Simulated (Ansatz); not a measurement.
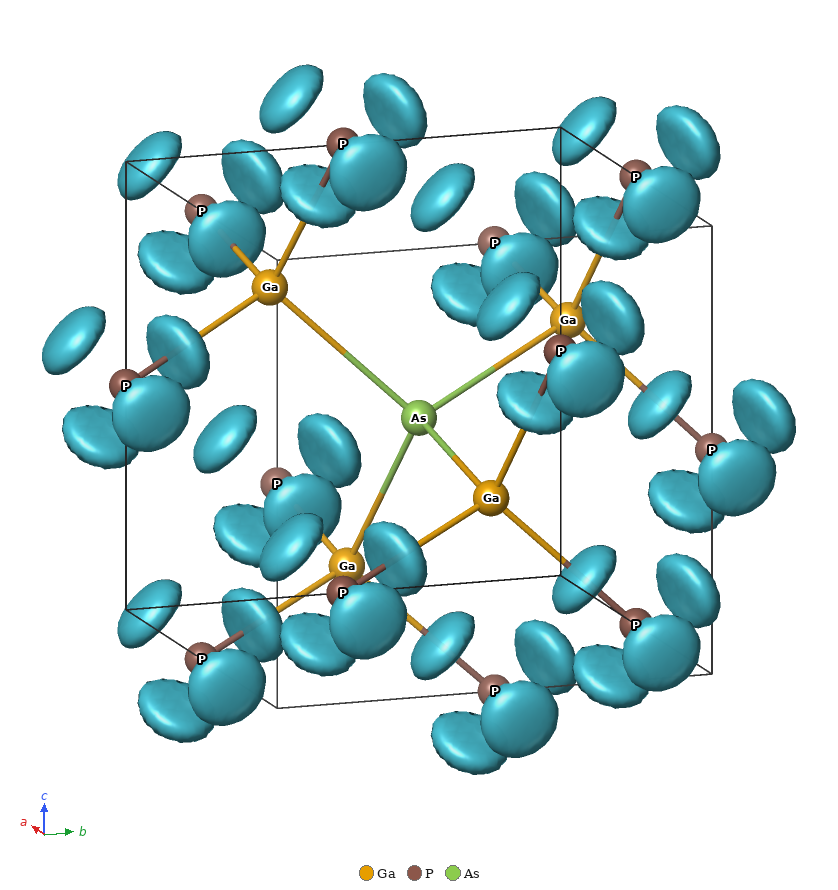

The picture shows: Ga₄AsP₃. Isosurface of the electron localisation function at 0.85 (cyan), seen at an oblique angle. Core shells and regions of very low density are left out. Sticks mark near contacts.

Space group P-43m; a structure generated by program, which may or may not match a known phase.

All numbers below come from Ansatz 0.2.0, DFT PBE, scalar-relativistic, plane waves, PAW.

Q: Identify the bonds, lone pairs and shells in this picture.

A: The ELF exceeds this value in twelve lobes of the valence shell of P pointing towards Ga (polar bonds), counted in one cell of 8 atoms. Any copies at cell faces, edges or corners count once.

Values along the shortest contacts:
Ga–P (2.40 Å): the ELF peaks at about 0.90 in the valence shell of P, 0.9 Å from its nucleus, and is about 0.75 at the midpoint. Ga–As (2.45 Å): the ELF peaks at about 0.80 between the atoms: a covalent bond.

Q: Does the calculation give a band gap?

A: It is gapped, with a Kohn–Sham gap of 1.2 eV on the k-point mesh (the band edges may lie off the mesh, which would make the gap smaller).
